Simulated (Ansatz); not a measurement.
The coordinates of a crystal:

```cif
data_structure
_symmetry_space_group_name_H-M 'P 1'
_symmetry_Int_Tables_number 1
_cell_length_a 4.4162
_cell_length_b 4.4162
_cell_length_c 16.0917
_cell_angle_alpha 90.000
_cell_angle_beta 90.000
_cell_angle_gamma 90.000
_cell_volume 313.84
loop_
_atom_site_label
_atom_site_type_symbol
_atom_site_fract_x
_atom_site_fract_y
_atom_site_fract_z
_atom_site_occupancy
K1 K 0.50000 0.00000 0.75000 1
K2 K 0.00000 0.00000 0.00000 1
K3 K 0.00000 0.50000 0.25000 1
K4 K 0.50000 0.50000 0.50000 1
```

What would you see if this were drawn?

The element is potassium. The lattice is body-centred tetragonal and the space group I4_1/amd (No. 141). The cell holds four atoms. The K atoms are each bonded to eight K at 4.42 to 4.59 Å. The bonds build a three-dimensional framework.

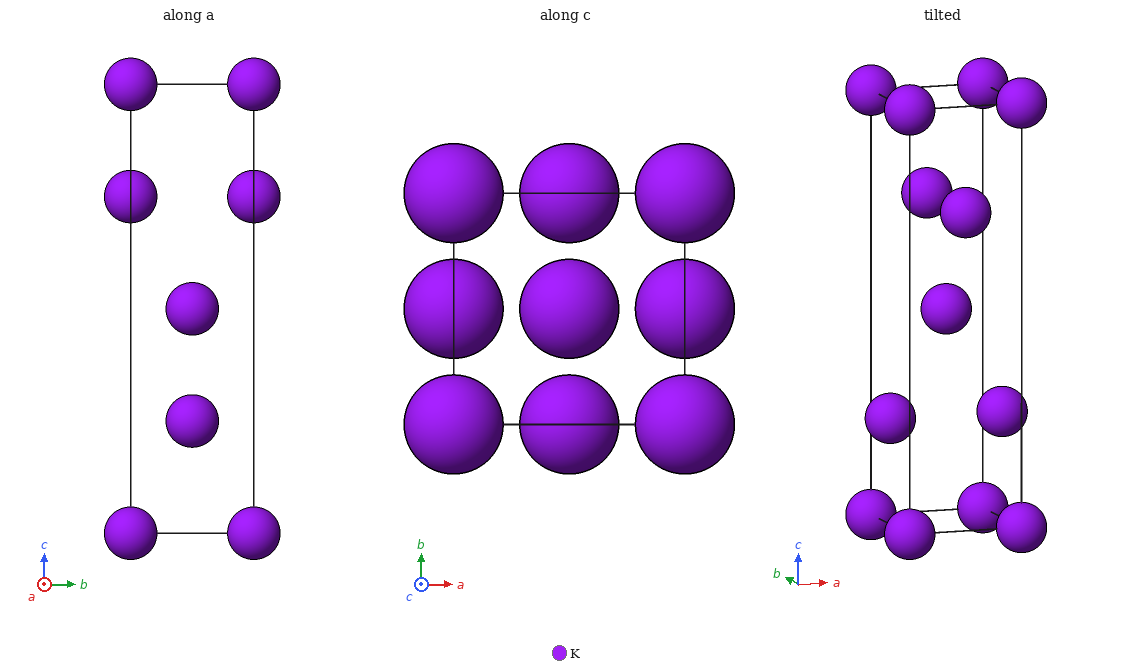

An orthographic spheres-only view of the structure, along the a axis, along the c axis and slightly off an axis. The outline marks the conventional unit cell. Colours: potassium purple.

Its origin is a structure listed in the Materials Project. Earlier steps of the study may have refined or changed the cell and positions. It went into a calculation with Ansatz.
